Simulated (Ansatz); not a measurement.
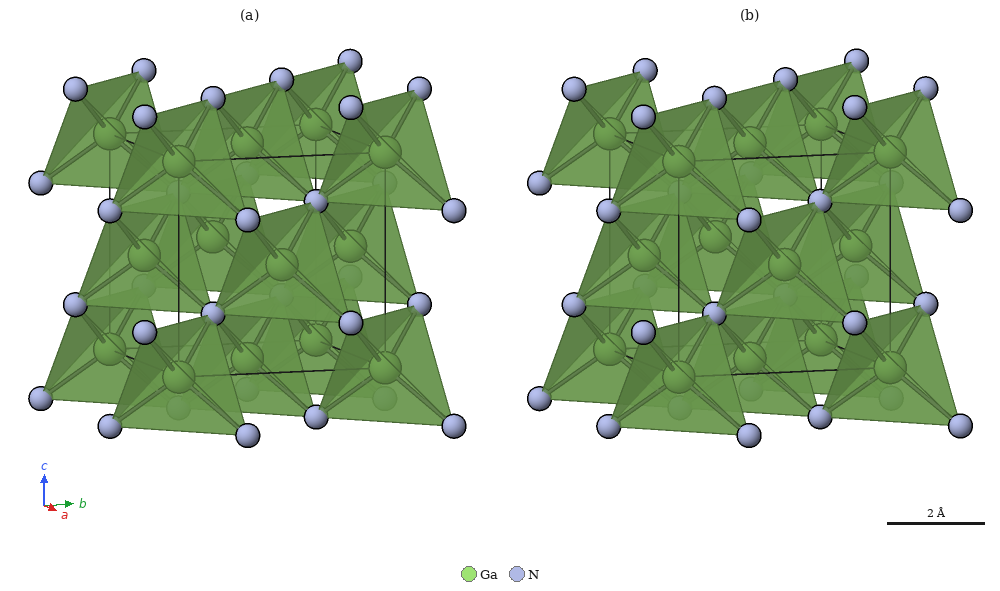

Left: solid GaN (built on the zincblende type) at its r2SCAN-relaxed geometry. Right: the same structure after one change, at the same scale. The picture is a polyhedral view of the conventional cell (4 times the calculation's cell), seen slightly off an axis. Lengths and directions refer to the drawn axes.

Computed with DFT, HSE06, plane waves, PAW (Ansatz). (plane-wave cutoff 420 eV; k-point mesh 6 × 6 × 6; occupations fixed; no spin polarisation)

### What distinguishes the right structure from the left one?

The cell is strained by +2.5 % along b and none across it (volume +2.5 %). The atoms were relaxed with r2SCAN under that strain, and this is a single point on that geometry.

### What does the change do?

Some distances before and after: Ga–N 1.948 → 1.964 Å. The space group (tolerance 0.01 Å) goes from F-43m (No. 216) to I-4m2 (No. 119). Energy change: +6.3 meV per atom. The pressure goes from 0.0 to −4.7 GPa. The principal stresses (compression positive) are −7.1 GPa along b and −3.5 GPa across it. All forces vanish by symmetry.
